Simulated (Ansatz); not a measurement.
Geometry optimisation.

Program: Ansatz.

```
crystal:
  lattice:
    - [0.0, 3.2144262625, 3.2144262625]
    - [3.2144262625, 0.0, 3.2144262625]
    - [3.2144262625, 3.2144262625, 0.0]
  atoms:
    - { symbol: Ba, position: [0.0, 0.0, 0.0] }
    - { symbol: S, position: [0.5, 0.5, 0.5] }
kpoints:
  mp_grid: { grid: [6, 6, 6] }
hamiltonian:
  xc: lda
scf:
  occupations: { method: fermi_dirac, width: 0.02 }
relax:
  f_tol: 0.005
  cell: {}
```

Command:
```bash
ansatz run input.yaml --threads 2 --pin off --max-ram 2211MiB --backend cpu --events-out ev --progress --plain --runs-dir out
```

How does the optimisation go?

The optimisation met its thresholds at geometry 4, counting the start as the first. The energy fell by about 25 meV/atom from the first step to the last. All forces vanish by symmetry, so only the cell moves. The volume shrinks from 33.2 to 30.8 Å³ per atom (−7 %), overshooting to 30.2 at step 2, as the pressure goes from −3.2 GPa to about 0 GPa.

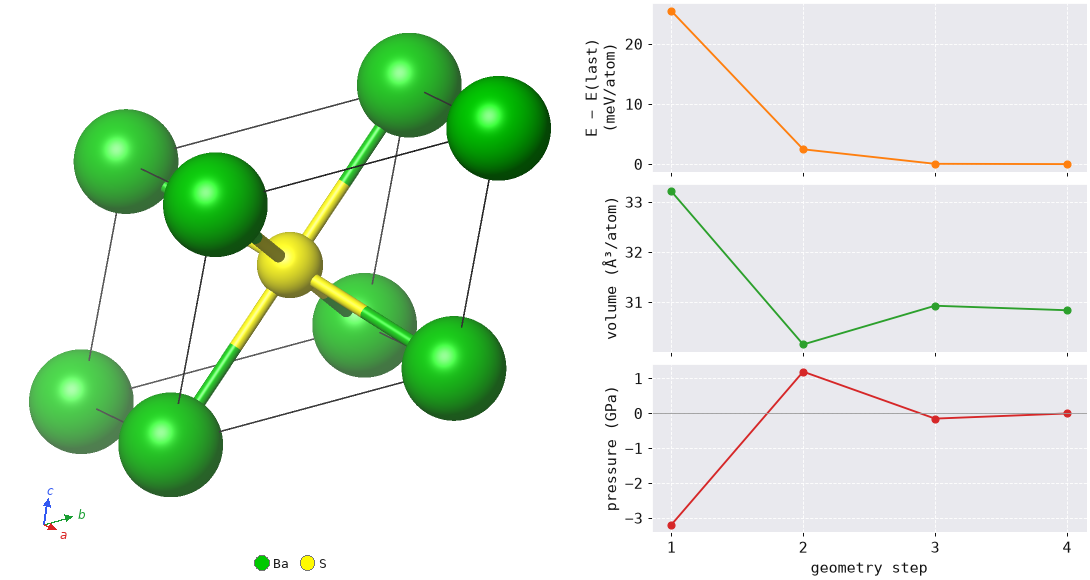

Beside the plot: the structure at the start.

History of the run, step by step. Atoms and cell relax. A closing SCF on a freshly chosen basis isn't drawn.
